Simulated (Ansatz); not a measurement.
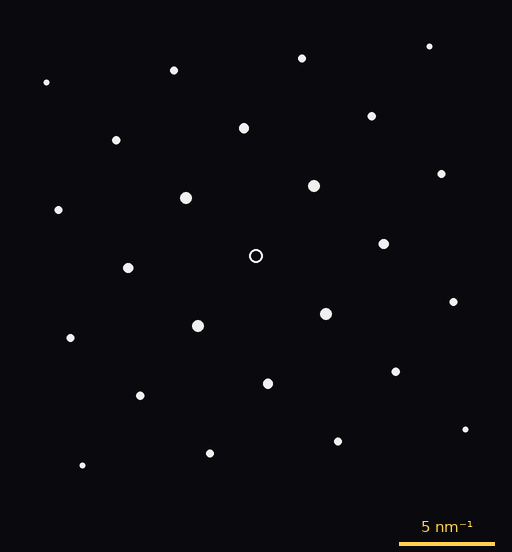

Simulated selected-area electron diffraction pattern (200 kV, kinematic approximation, thin crystal, B = 0.3 Å² for all atoms).

Phase: Cu, space group I4/mmm (No. 139), a = 2.96 Å, c = 2.75 Å. Structure: coordinates from a relaxation with DFT PBE, scalar-relativistic, plane waves, PAW in Ansatz; the starting structure was generated, so it need not be a known form of this composition.

```
Cu
1.0
     2.95767    0.00000    0.00000
     0.00000    2.95767    0.00000
     0.00000    0.00000    2.74693
Cu
2
Direct
  0.00000 0.00000 0.50000
  0.50000 0.50000 0.00000
```

**Determine the zone axis from the geometry of the pattern.**

The spots form a square net with both shortest vectors at d = 2.09 Å, 90.0° apart. They index as 1 -1 0 and 1 1 0, so the zone axis is [001].

**List the strongest reflections.**

Strongest reflections with d > 0.80 Å, one of each family (|F|² from tabulated Gaussian fits of the electron scattering factors, times a small damping for the curvature of the Ewald sphere):

| hkl | d (Å) | I (strongest = 100) |
| --- | --- | --- |
| 1 1 0 | 2.091 | 100 |
| 2 0 0 | 1.479 | 55 |
| 2 2 0 | 1.046 | 25 |
| 3 1 0 | 0.935 | 19 |
